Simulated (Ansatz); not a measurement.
# AlAs: single-point calculation

AlAs (32 atoms in the cell), computed with DFT PBE, scalar-relativistic, plane waves, PAW, no spin polarisation (Ansatz 0.2.0).

The structure derives from a Materials Project entry. It belongs to a series of runs on one base structure; here: the perfect crystal in a cell of 32 atoms.

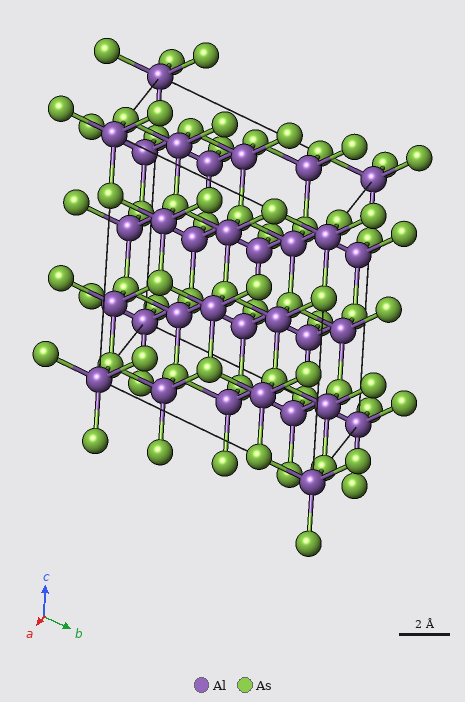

**Figure 1.** The input geometry (ball-and-stick view of the cell of the calculation, seen slightly off an axis; bonded neighbours outside the cell are drawn too). An atom can appear more than once, as a periodic image. Near neighbours in the periodic cell (some may lie outside the picture): Al has 4 As at 2.48 Å; As has 4 Al at 2.48 Å.

Key numbers

```json
{"quantity": "outcome", "value": "converged"}
{"quantity": "space group (tolerance 0.01 Å)", "value": "F-43m (216)"}
{"quantity": "electrons treated", "value": "288"}
{"quantity": "free energy", "value": "−86313.8511 eV"}
{"quantity": "Fermi energy", "value": "6.659 eV"}
{"quantity": "gap on the k-point mesh", "value": "2.27 eV"}
{"quantity": "pressure", "value": "0.04 GPa"}
{"quantity": "largest force (length of the vector)", "value": "under 0.001 eV/Å"}
{"quantity": "hardware", "value": "4 threads of Intel Xeon (Granite Rapids), 32 GiB of memory available, shared host"}
{"quantity": "wall time", "value": "5.8 s (CPU time 22 s)"}
{"quantity": "peak memory", "value": "1.6 GiB"}
```

Input
```yaml
crystal:
  lattice:
    - [5.727912321, 5.727912321, 5.727912321]
    - [-5.727912321, 5.727912321, -5.727912321]
    - [-5.727912321, -5.727912321, 5.727912321]
  atoms:
    - { symbol: Al, position: [0.5, 0.75, 0.75] }
    - { symbol: Al, position: [0.5, 0.5, 0.0] }
    - { symbol: Al, position: [0.75, 0.5, 0.75] }
    - { symbol: Al, position: [0.5, 0.25, 0.25] }
    - { symbol: Al, position: [0.75, 0.25, 0.0] }
    - { symbol: Al, position: [0.0, 0.25, 0.75] }
    - { symbol: Al, position: [0.5, 0.0, 0.5] }
    - { symbol: Al, position: [0.75, 0.0, 0.25] }
    - { symbol: Al, position: [0.0, 0.0, 0.0] }
    - { symbol: Al, position: [0.25, 0.0, 0.75] }
    - { symbol: Al, position: [0.75, 0.75, 0.5] }
    - { symbol: Al, position: [0.0, 0.75, 0.25] }
    - { symbol: Al, position: [0.25, 0.75, 0.0] }
    - { symbol: Al, position: [0.0, 0.5, 0.5] }
    - { symbol: Al, position: [0.25, 0.5, 0.25] }
    - { symbol: Al, position: [0.25, 0.25, 0.5] }
    - { symbol: As, position: [0.75, 0.0, 0.0] }
    - { symbol: As, position: [0.75, 0.75, 0.25] }
    - { symbol: As, position: [0.0, 0.75, 0.0] }
    - { symbol: As, position: [0.75, 0.5, 0.5] }
    - { symbol: As, position: [0.0, 0.5, 0.25] }
    - { symbol: As, position: [0.25, 0.5, 0.0] }
    - { symbol: As, position: [0.75, 0.25, 0.75] }
    - { symbol: As, position: [0.0, 0.25, 0.5] }
    - { symbol: As, position: [0.25, 0.25, 0.25] }
    - { symbol: As, position: [0.5, 0.25, 0.0] }
    - { symbol: As, position: [0.0, 0.0, 0.75] }
    - { symbol: As, position: [0.25, 0.0, 0.5] }
    - { symbol: As, position: [0.5, 0.0, 0.25] }
    - { symbol: As, position: [0.25, 0.75, 0.75] }
    - { symbol: As, position: [0.5, 0.75, 0.5] }
    - { symbol: As, position: [0.5, 0.5, 0.75] }
basis:
  ecutwfc: 420
  xc_grid: 2
kpoints:
  mp_grid: { grid: [2, 2, 2], shift: [0.5, 0.5, 0.5] }
hamiltonian:
  xc: pbe
scf:
  occupations: { method: gaussian, width: 0.01 }
output:
  forces: true
  stress: true
  eigenvalues: true
  write_density: true
  write_potential: true
  elf: true
  volumetric_format: npy
```

Launch command:
```bash
ansatz run input.yaml --threads 4 --pin off --max-ram 10240MiB --backend cpu --events-out ev --progress --plain --runs-dir out
```

Log
```
Engine: ansatz 0.2.0, x86_64-unknown-linux-gnu
Pseudopotentials: kind: paw
Pseudopotential: Al, paw, valence charge 3, recommended cutoff 420 eV (normal), Al.paw.azcp
Pseudopotential: As, paw, valence charge 15, recommended cutoff 420 eV (normal), As.paw.azcp
Functional definition: PBE
  parameter kappa = 0.804
  parameter beta = 0.06672455060314922
  exchange = pbe_x(kappa = kappa, mu = beta*pi^2/3)
  correlation = pbe_c(beta = beta)
Crystal: 32 atoms, lattice volume = 751.708 Å³
Basis set: ecut = 420 eV, 14771 PW (Γ), exchange–correlation on 144×144×144 points (8 copies of the dense FFT grid, shifted against one another)
Bands: 176, of which v1, the nominal top of the filled ones, is band 144 counted from 1 (143 counted from 0)
Symmetry: 384 space group operations
Space group: F-43m (ITA 216), of the structure as read, at distance tolerance 9.1e-5 Å
k-points: 2 of 8 (time reversal used)
Non-local potential: Al, projectors of the file, l = 0: 2, l = 1: 2, l = 2: 1
Non-local potential: As, projectors of the file, l = 0: 2, l = 1: 2, l = 2: 3, l = 3: 1
PAW form: soft (Blöchl's): semilocal exchange-correlation on the pseudo side does not see the compensation charge
PAW one-centre angular grid: Al, 110 points (default); XC on 64 Gauss nodes
PAW one-centre angular grid: As, 590 points (default); XC on 64 Gauss nodes
Initial density: superposition of atomic densities (neutral atoms: chi_scale 0, normalization atom), corrected by the library's trained network
Initial wavefunctions: pseudopotential atomic-orbital guess
Functional: x = pbe(κ = 0.804, μ = 0.2195149727645171), c = pbe(β = 0.06672455060314922)
SCF iter   1: F=—  HF=-86313.865260 eV  |F-HF|=—  |Δ(HF+E_count)|=         —  Δρ=1.77e-3  dr2=4.53e-2  ethr=1.77e-3  ⟨swp⟩=6.5  Hψ=1362  notcnv=0  defer=2
preconditioner: auto → Resta (q_TF=auto, 2.325 Å⁻¹)  ε∞=4.4  [insulator: Δε(μ)=2.244 eV  Ē_g=8.279 eV  σ=0.010 eV  W_gap=1.00  n_scr=140 (ndim 8)  ℏωp=15.3 eV  f_vac=0.008  D(μ)=0.00/eV (n_scr^D=0)  ε∞_Penn≈4.4]
SCF iter   2: F=—  HF=-86313.852769 eV  |F-HF|=—  |Δ(HF+E_count)|=   1.25e-2  Δρ=9.20e-4  dr2=1.24e-2  ethr=1.57e-5  ⟨swp⟩=2.0  Hψ=466  notcnv=0  defer=40
SCF iter   3: F=—  HF=-86313.851002 eV  |F-HF|=—  |Δ(HF+E_count)|=   1.77e-3  Δρ=2.02e-4  dr2=4.76e-4  ethr=4.30e-6  ⟨swp⟩=2.0  Hψ=464  notcnv=0  defer=40
SCF iter   4: F=—  HF=-86313.851418 eV  |F-HF|=—  |Δ(HF+E_count)|=   4.15e-4  Δρ=8.23e-5  dr2=8.90e-5  ethr=1.65e-7  ⟨swp⟩=2.0  Hψ=600  notcnv=0  defer=40
SCF iter   5: F=—  HF=-86313.851138 eV  |F-HF|=—  |Δ(HF+E_count)|=   2.80e-4  Δρ=3.80e-5  dr2=1.48e-5  ethr=3.09e-8  ⟨swp⟩=2.0  Hψ=600  notcnv=0  defer=40
SCF iter   6: F=—  HF=-86313.851055 eV  |F-HF|=—  |Δ(HF+E_count)|=   8.27e-5  Δρ=1.04e-5  dr2=7.10e-7  ethr=5.14e-9  ⟨swp⟩=2.0  Hψ=600  notcnv=0  defer=40
SCF iter   7: F=-86313.851056 eV  HF=-86313.851056 eV  |F-HF|=3.61e-8  |Δ(HF+E_count)|=   9.51e-7  Δρ=1.41e-6  dr2=1.52e-8  ethr=3.47e-11  ⟨swp⟩=14.5  Hψ=2850  notcnv=0
SCF 1 converged in 7 iterations: F = -86313.851056 eV  dr2 = 1.52e-8
  greatest PAW one-centre occupation: 0.999 electrons in one spin orbital (limit 2), on the As atom at site 31 (counted from 0), in its partial waves of l = 2
```

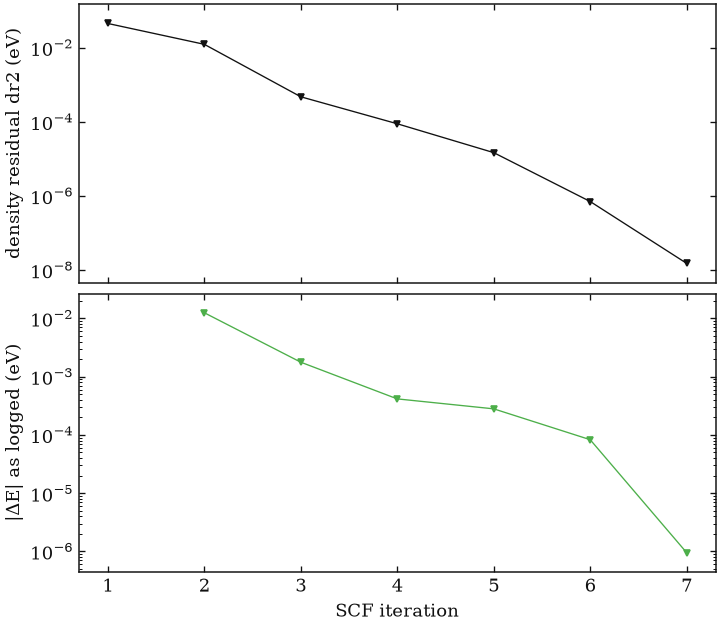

**Figure 2.** Convergence of the self-consistent field: density residual dr2 and size of the energy change against the SCF iteration. The residual falls at every step.

```
SCF converged after 7 iterations
Free energy (F): -86313.851056 eV
Harris-Foulkes:  -86313.851056 eV  (|F-HF|=3.61e-8)
Internal energy: -86313.851056 eV  (E = F + TS)
E sigma→0 (E₀):  -86313.851056 eV
Fermi energy:    6.659281 eV
--- Per-component energies (eV) ---
  E_band       = -4360.200843
  E_kinetic    = 2012.692680
  E_local      = -34253.341586  (includes V_loc(G=0)·N_el)
  E_nonlocal   = -10560.739395
  E_hartree    = 18262.830577
  E_xc         = -1898.356907
  E_vxc        = -1725.526018  (∫ρ·V_xc dr)
  E_paw        = -36848.575204  (= ΣΔE_a)
  E_vpaw       = 3641.039246  (= ΣTr[D̂ρ^β])
  E_aug_tail   = 0.000107  (compensation charges beyond the density's cutoff)
  E_ewald      = -23028.361329
  E_smearing   = -0.000000  (= −TS)
  E_closure    = 0.000000  (closes the sum)
  Σ components = -86313.851056   (vs F -86313.851056, Δ=0.00e0)
--- Forces (eV/Å), atoms counted from 1 ---
  atom   1  Al     0.00000000    -0.00000000    -0.00000000
  atom   2  Al     0.00000000    -0.00000000    -0.00000000
  atom   3  Al     0.00000000    -0.00000000    -0.00000000
  atom   4  Al     0.00000000    -0.00000000    -0.00000000
  atom   5  Al     0.00000000    -0.00000000    -0.00000000
  atom   6  Al     0.00000000    -0.00000000     0.00000000
  atom   7  Al     0.00000000    -0.00000000    -0.00000000
  atom   8  Al     0.00000000    -0.00000000    -0.00000000
  atom   9  Al     0.00000000    -0.00000000     0.00000000
  atom  10  Al     0.00000000    -0.00000000    -0.00000000
  atom  11  Al     0.00000000    -0.00000000    -0.00000000
  atom  12  Al     0.00000000    -0.00000000     0.00000000
  atom  13  Al     0.00000000    -0.00000000     0.00000000
  atom  14  Al     0.00000000    -0.00000000     0.00000000
  atom  15  Al     0.00000000    -0.00000000     0.00000000
  atom  16  Al     0.00000000    -0.00000000    -0.00000000
  atom  17  As    -0.00000000     0.00000000     0.00000000
  atom  18  As    -0.00000000     0.00000000    -0.00000000
  atom  19  As    -0.00000000    -0.00000000     0.00000000
  atom  20  As    -0.00000000     0.00000000    -0.00000000
  atom  21  As    -0.00000000    -0.00000000     0.00000000
  atom  22  As    -0.00000000     0.00000000     0.00000000
  atom  23  As    -0.00000000     0.00000000    -0.00000000
  atom  24  As    -0.00000000    -0.00000000     0.00000000
  atom  25  As    -0.00000000     0.00000000    -0.00000000
  atom  26  As    -0.00000000    -0.00000000     0.00000000
  atom  27  As    -0.00000000    -0.00000000     0.00000000
  atom  28  As    -0.00000000     0.00000000    -0.00000000
  atom  29  As    -0.00000000    -0.00000000     0.00000000
  atom  30  As    -0.00000000     0.00000000    -0.00000000
  atom  31  As    -0.00000000    -0.00000000    -0.00000000
  atom  32  As    -0.00000000    -0.00000000    -0.00000000
  max |Σ_I F_I| component: 3.24e-26 eV/Å
--- Stress (GPa, compression-positive) ---
        0.043314      -0.000000      -0.000000
        0.000000       0.043314       0.000000
        0.000000      -0.000000       0.043314
  P = ⅓ Tr σ = 0.0433 GPa (0.433 kbar)
--- Band table (eV) ---
  k-point 0: bands = ["-28.3838", "-28.3838", "-28.3838", "-28.3838", "-28.3838", "-28.3838", "-28.3838", "-28.3838", "-28.3838", "-28.3838", "-28.3838", "-28.3838", "-28.3836", "-28.3836", "-28.3836", "-28.3836", "-28.3833", "-28.3833", "-28.3833", "-28.3833", "-28.3833", "-28.3833", "-28.3833", "-28.3833", "-28.3827", "-28.3827", "-28.3827", "-28.3827", "-28.3827", "-28.3827", "-28.3827", "-28.3827", "-28.3827", "-28.3827", "-28.3827", "-28.3827", "-28.3825", "-28.3825", "-28.3825", "-28.3825",
      "-28.3825", "-28.3825", "-28.3825", "-28.3825", "-28.3825", "-28.3825", "-28.3825", "-28.3825", "-28.3745", "-28.3745", "-28.3745", "-28.3745", "-28.3745", "-28.3745", "-28.3745", "-28.3745", "-28.3745", "-28.3745", "-28.3745", "-28.3745", "-28.3743", "-28.3743", "-28.3743", "-28.3743", "-28.3743", "-28.3743", "-28.3743", "-28.3743", "-28.3739", "-28.3739", "-28.3739", "-28.3739", "-28.3739", "-28.3739", "-28.3739", "-28.3739", "-28.3739", "-28.3739", "-28.3739", "-28.3739",
      "-5.1349", "-5.1349", "-5.1349", "-5.1349", "-4.1292", "-4.1292", "-4.1292", "-4.1292", "-4.1292", "-4.1292", "-4.1292", "-4.1292", "-4.1292", "-4.1292", "-4.1292", "-4.1292", "1.0594", "1.0594", "1.0594", "1.0594", "1.0594", "1.0594", "1.0594", "1.0594", "1.0594", "1.0594", "1.0594", "1.0594", "2.6685", "2.6685", "2.6685", "2.6685", "3.3638", "3.3638", "3.3638", "3.3638", "3.3638", "3.3638", "3.3638", "3.3638",
      "3.3638", "3.3638", "3.3638", "3.3638", "4.4355", "4.4355", "4.4355", "4.4355", "4.4355", "4.4355", "4.4355", "4.4355", "4.4355", "4.4355", "4.4355", "4.4355", "5.5253", "5.5253", "5.5253", "5.5253", "5.5253", "5.5253", "5.5253", "5.5253", "8.4592", "8.4592", "8.4592", "8.4592", "8.5529", "8.5529", "8.5529", "8.5529", "8.5529", "8.5529", "8.5529", "8.5529", "8.5529", "8.5529", "8.5529", "8.5529",
      "10.8439", "10.8439", "10.8439", "10.8439", "10.8439", "10.8439", "10.8439", "10.8439", "11.0603", "11.0603", "11.0603", "11.0603", "11.0603", "11.0603", "11.0603", "11.0603"]
  k-point 1: bands = ["-28.3843", "-28.3841", "-28.3841", "-28.3838", "-28.3838", "-28.3838", "-28.3838", "-28.3838", "-28.3835", "-28.3835", "-28.3834", "-28.3834", "-28.3834", "-28.3834", "-28.3834", "-28.3834", "-28.3834", "-28.3834", "-28.3831", "-28.3831", "-28.3831", "-28.3831", "-28.3830", "-28.3830", "-28.3830", "-28.3830", "-28.3830", "-28.3830", "-28.3830", "-28.3830", "-28.3829", "-28.3829", "-28.3829", "-28.3829", "-28.3829", "-28.3829", "-28.3829", "-28.3829", "-28.3824", "-28.3824",
      "-28.3824", "-28.3824", "-28.3824", "-28.3824", "-28.3824", "-28.3824", "-28.3821", "-28.3821", "-28.3747", "-28.3747", "-28.3747", "-28.3745", "-28.3745", "-28.3745", "-28.3745", "-28.3744", "-28.3744", "-28.3744", "-28.3744", "-28.3744", "-28.3742", "-28.3742", "-28.3742", "-28.3742", "-28.3742", "-28.3742", "-28.3742", "-28.3742", "-28.3742", "-28.3740", "-28.3740", "-28.3740", "-28.3740", "-28.3740", "-28.3740", "-28.3740", "-28.3740", "-28.3737", "-28.3737", "-28.3737",
      "-5.4886", "-4.7992", "-4.7992", "-4.7992", "-4.7992", "-4.3838", "-4.3838", "-4.3838", "-4.3838", "-4.2294", "-3.9945", "-3.9945", "-3.9945", "-3.9945", "-3.8188", "-3.8188", "0.8260", "0.8260", "0.9536", "0.9536", "0.9536", "0.9536", "1.1063", "1.1063", "1.1063", "1.1063", "1.3355", "2.2819", "2.2819", "2.2819", "2.2819", "2.7803", "2.7803", "2.7803", "2.7803", "3.4052", "3.4052", "3.5566", "3.5566", "4.1077",
      "4.1077", "4.1143", "4.1143", "4.1143", "4.1143", "4.1816", "4.1816", "4.1816", "4.1816", "4.2093", "4.2093", "4.2093", "4.2093", "4.5877", "5.0474", "5.0474", "5.0474", "5.0474", "5.1548", "5.1548", "5.1548", "5.1548", "5.5109", "5.5109", "7.7932", "8.5109", "8.5109", "8.6768", "8.8914", "8.8914", "8.8914", "8.8914", "9.2010", "9.3505", "9.3505", "9.5509", "9.5509", "9.5509", "9.5509", "9.6041",
      "9.6253", "9.6253", "9.6253", "9.6253", "10.0913", "10.0913", "10.0913", "10.0913", "10.5794", "10.5794", "10.5794", "10.5794", "11.0052", "11.0052", "11.0844", "11.0844"]
```

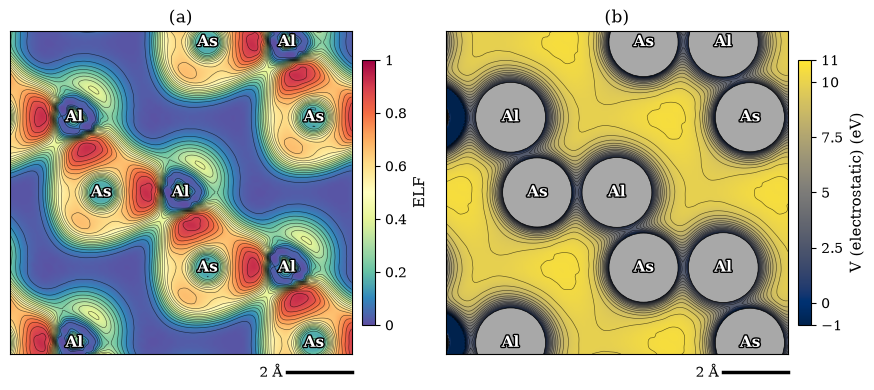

**Figure 3.** (a) electron localisation function; (b) electrostatic potential energy of an electron on the (010) plane of the calculation cell. Grey discs, where drawn, cover atomic cores. Atoms in the plane: Al and As. Al–As (2.48 Å): the ELF peaks at about 0.90 between the atoms, which marks localised, shared-pair bonding. Outside the cores the potential energy rises away from the atoms and is highest about 2.4 Å from the nearest atoms; outside the discs it spans about 11 eV, and its zero is arbitrary. In a PAW calculation such maps are meaningful between the atoms, not at the nuclei.

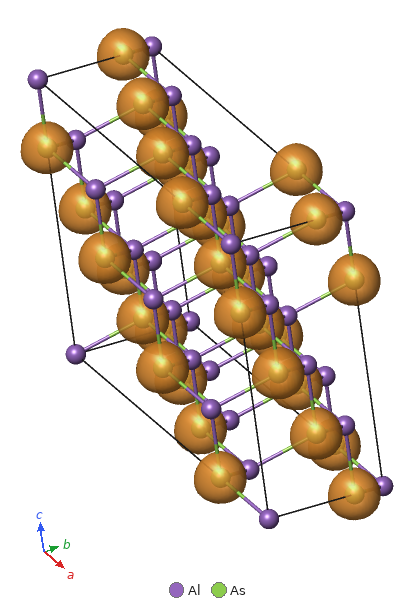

**Figure 4.** Isosurface of the valence charge density (pseudo) at 0.8 e/Å³ (orange), seen slightly off an axis. Sticks mark near contacts. The outline is the calculation cell. At this value the density breaks into separate islands; it holds about 60 % of the electrons treated as valence. It is pinched off along the Al–As (2.48 Å) contacts. On the grid the lowest density along these lines, outside the cores, is 0.34 e/Å³ (Al–As, 2.48 Å).
